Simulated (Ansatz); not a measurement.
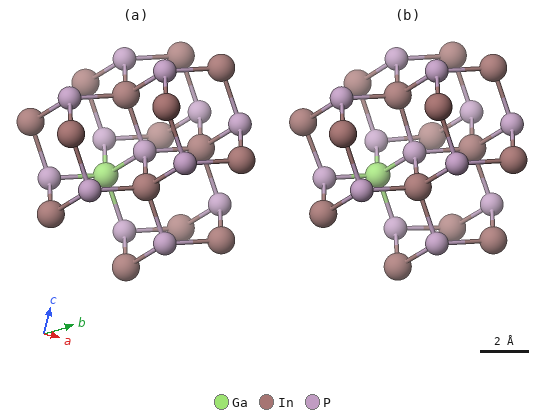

The structure of a defect cell of composition In26GaP27 (coarse preliminary run) before (left) and after (right) a relaxation, at one scale.

Style: ball-and-stick. Shown: the atoms within 5.0 Å of the atom that moves most (axes of the cell of the calculation), slightly off an axis.

Case: Ga on a In site (a), charge +0, atoms relaxed at the host's cell.

The calculation used DFT PBE, scalar-relativistic, plane waves, PAW in Ansatz 0.2.0. (plane-wave cutoff 420 eV; k-point mesh 1 × 1 × 1; occupations gaussian; smearing width 0.02 eV; no spin polarisation; atoms relaxed in a fixed cell; force threshold 0.025 eV/Å; at most 45 steps)

Q: What changed between the two?

A: The energy falls by 0.288 eV per cell of the calculation in 3 geometry steps. The largest force component goes from 0.54 to 0.0036 eV/Å. The largest moves, 0.14 Å, are those of P atoms. Largest moves by element: P 0.14 Å, In 0.03 Å. Ga stays in place. The lattice vectors keep their values. Among the contacts that change: Ga–P 2.581 → 2.440 Å, In–P 2.581 → 2.605 Å. Bond angles that change, for instance: P–In–P 109.5° → 112.5°, In–P–In 109.5° → 106.8°, Ga–P–In 109.5° → 112.0°.
